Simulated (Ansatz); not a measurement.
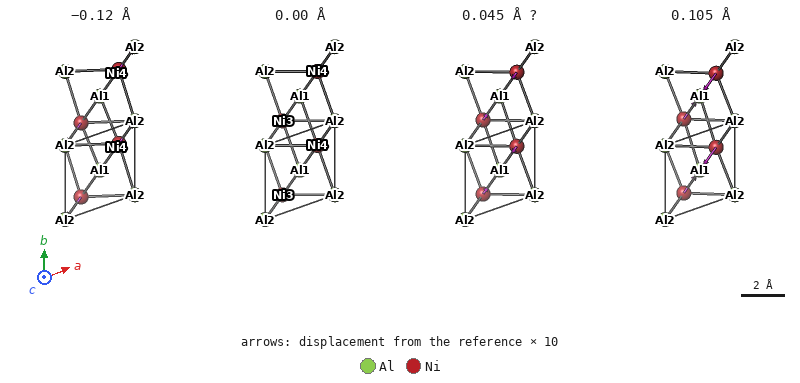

Crystalline AlNi (Pm-3m): a normal mode of wave vector (1/2, 1/2, 1/2) of the primitive cell, folded into a doubled cell, (one arbitrary combination within a set of 3 degenerate modes) is frozen in with the cell fixed, the amplitude being the largest displacement of an atom. Style: ball-and-stick. Shown: the cell of the calculation, repeated 1 × 2 × 1 with one cell outlined, along the c axis. Purple arrows: displacements from the reference.

Theory: Ansatz 0.2.0, DFT PBEsol, scalar-relativistic, plane waves, PAW. (plane-wave cutoff 420 eV; k-point mesh 18 × 18 × 18; occupations gaussian; smearing width 0.15 eV; no spin polarisation). Energies (free energies at the smearing named) are counted from the relaxed crystal.

```tsv
largest displacement (Å)	E − E(ref) (meV/cell)
−0.120	95.8
−0.060	22.9
0.000	0.0
0.015	1.4
0.030	5.7
0.045	?
0.075	36.0
0.090	52.5
0.105	72.3
```

> One row is withheld. What is its energy?

A straight line between the two neighbours gives 15.8 meV/cell. A cubic through the four nearest rows (0.015, 0.030, 0.075, 0.090) gives, with Lagrange weights, (−0.3000)(1.4) + (1.0000)(5.7) + (0.5000)(36.0) + (−0.2000)(52.5) = 12.8 meV/cell. The calculation gives 12.8 meV/cell, so the cubic is right to the digits shown and the straight line 3.0 meV/cell too high, as the curve bends upwards here.

The whole profile:

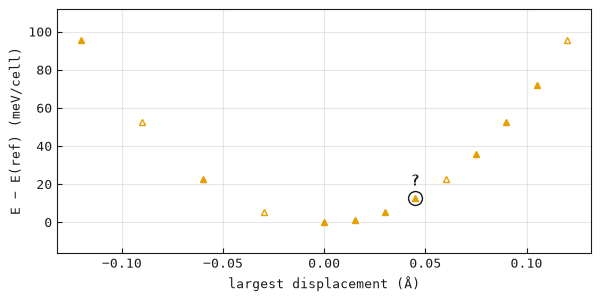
